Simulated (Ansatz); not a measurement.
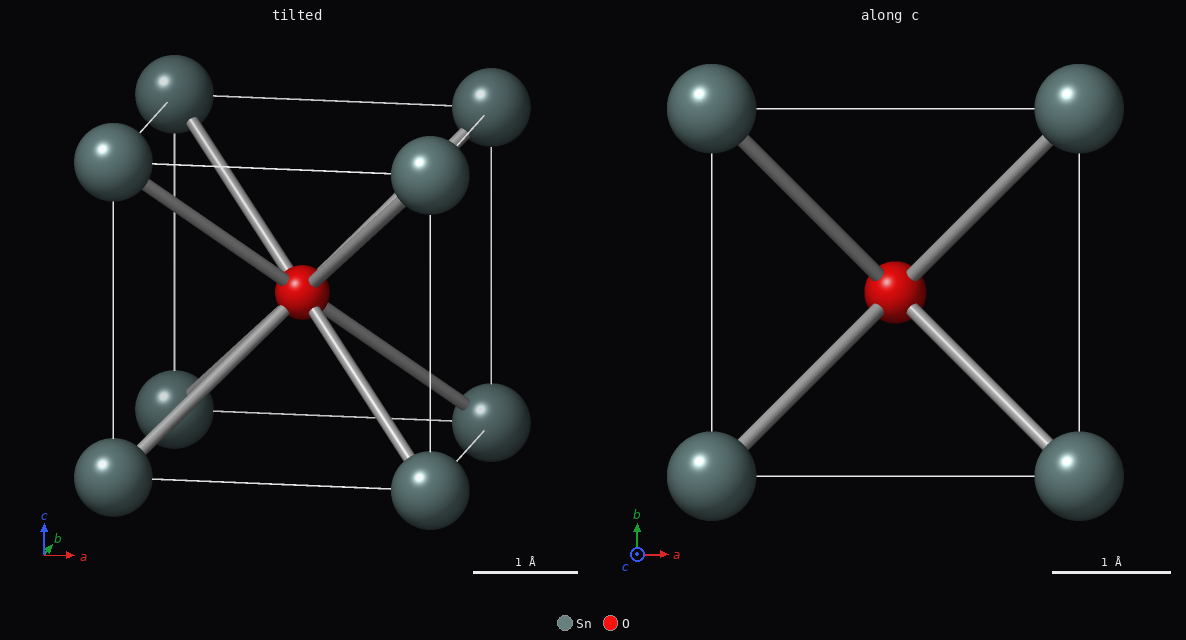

Structure drawing (ball-and-stick), viewed slightly off an axis and along the c axis. Lines trace the edges of the conventional unit cell. Cell: a = 3.13 Å, b = 3.13 Å, c = 3.13 Å, α = 90.00°, β = 90.00°, γ = 90.00°.

Provenance: a structure type filled with these elements by a generator (whether the compound takes this form wasn't checked). Earlier steps of the study may have refined or changed the cell and positions. It went into a calculation with Ansatz.

Characterise what is shown.

The solid is SnO. It takes space group Pm-3m (No. 221) on a primitive cubic lattice. Prototype: caesium chloride (CsCl, B2) type. Content of the cell: 1 Sn, 1 O (Z = 1). Each Sn has eight O in a cubic arrangement at about 2.7 Å. Each O has eight Sn in a cubic arrangement at about 2.7 Å. The bonds build a three-dimensional framework.

All computed values are from Ansatz, DFT PBE, scalar-relativistic, plane waves, PAW. Settings: a cutoff energy of 420 eV, an 18×18×18 mesh of k-points, Gaussian smearing of 0.1 eV, no spin polarisation.

What is the band gap, if any?

A metal: bands cross the Fermi level.

What charge does Bader's analysis assign to each element?

Sn +1.17 e; O -1.17 e.

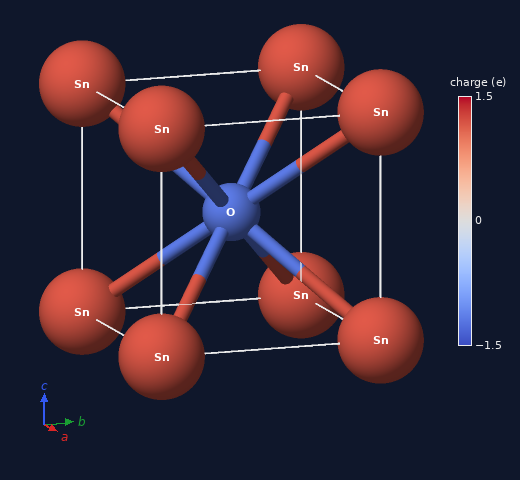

The atoms coloured by those charges. The run's cell of 2 atoms is drawn.

Is this an equilibrium geometry for the method given?

Yes. All forces vanish to within 0.01 eV/Å. The pressure is 0.0 GPa, close to zero.
